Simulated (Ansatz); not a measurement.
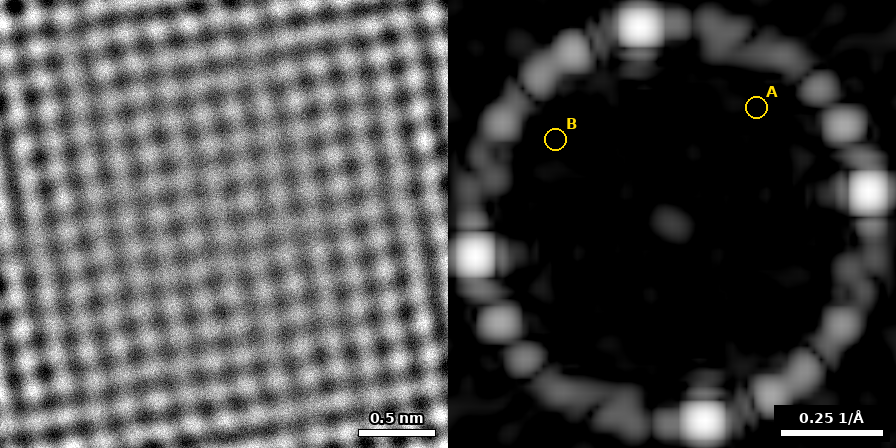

HRTEM-like image of Co (Im-3m, No. 229) along [001]. Simulated in the weak-phase-object approximation with neutral-atom potentials: 300 kV, Cs = 1.20 mm, defocus −583 Å (negative is underfocus), defocus spread 30 Å, aperture 0.49 1/Å. Shot noise was added. Structure: the input geometry of a calculation; the starting structure was generated, so it need not be a known form of this composition.

The right panel is the modulus of the image's Fourier transform on a logarithmic scale.

a = 2.798 Å, b = 2.798 Å, c = 2.798 Å, α = 90.00°, β = 90.00°, γ = 90.00°

Q: Index the marked spots and give their plane spacings (the zone axis points at the viewer; indices equivalent by symmetry, or all signs reversed, are as good).

A: (0 -1 0), d = 2.80 Å; B: (100), d = 2.80 Å. A and B enclose 90°, and every spot obeys the zone law hu + kv + lw = 0 for [001].
